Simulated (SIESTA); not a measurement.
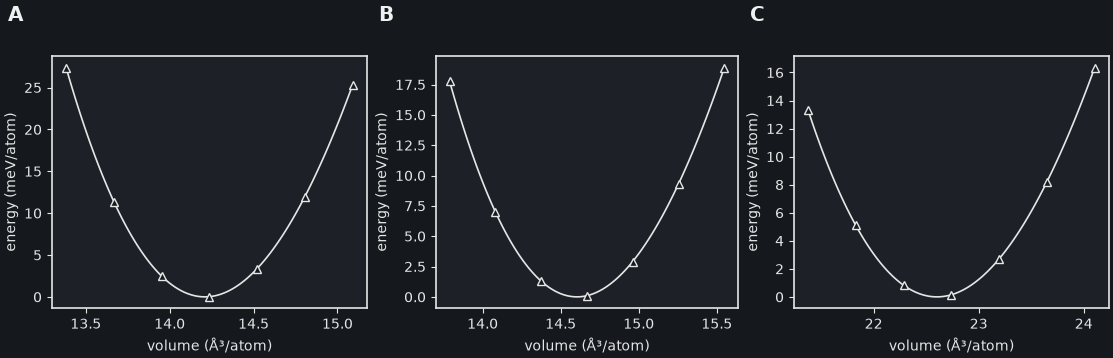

Each panel shows the energy against volume for one of these solids: MgS, F-43m (No. 216); Si, P6/mmm (No. 191); SiO₂, P4_32_12 (No. 96).

Method: DFT in numerical atomic orbitals with pseudopotentials, no spin polarisation; energies at scaled volumes of the given cell, shape and fractions fixed, counted from the fit's minimum, third-order Birch-Murnaghan fit (SIESTA 5.4.2). Level: LDA.

> Which panel belongs to which solid?

A is SiO₂ (energy from 0.03 meV/atom to 27.39 meV/atom, V0 14.21 Å³/atom, B0 165 GPa); B is Si (energy from 0.10 meV/atom to 18.90 meV/atom, V0 14.6 Å³/atom, B0 112 GPa); C is MgS (energy from 0.14 meV/atom to 16.35 meV/atom, V0 22.6 Å³/atom, B0 58.4 GPa).

For MgS, limits of the calculation: mulliken charges of long orbitals.

For Si, limits of the calculation: mulliken charges of long orbitals; shape and atomic fractions are frozen while scaling, which makes layered, chain and framework solids too stiff.

For SiO₂, limits of the calculation: mulliken charges of long orbitals; shape and atomic fractions are frozen while scaling, which makes layered, chain and framework solids too stiff.
